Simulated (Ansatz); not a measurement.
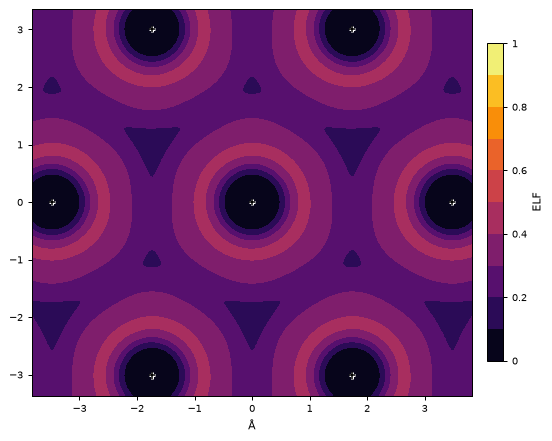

The electron localisation function on a plane through atoms (crosses mark nuclei in the plane).

Method: Kohn-Sham DFT of a periodic cell, PBEsol, Ansatz PAW in Ansatz.

Candidates:
A. CoO, a = 4.17 Å, b = 4.17 Å, c = 4.17 Å, α = 90.00°, β = 90.00°, γ = 90.00°. Space group Fm-3m; spin-polarised.
B. Pb, a = 3.48 Å, b = 3.48 Å, c = 5.59 Å, α = 90.00°, β = 90.00°, γ = 120.00°. Space group P6₃/mmc.
C. Ir, a = 2.77 Å, b = 2.77 Å, c = 4.49 Å, α = 90.00°, β = 90.00°, γ = 120.00°. Space group P6₃/mmc; a structure from a database of computed crystals, not necessarily the ambient phase; computed pressure about −18 GPa in this cell.

**Which candidate gave the map?**

Candidate B: Pb on the (001) plane of the conventional cell, which holds Pb.
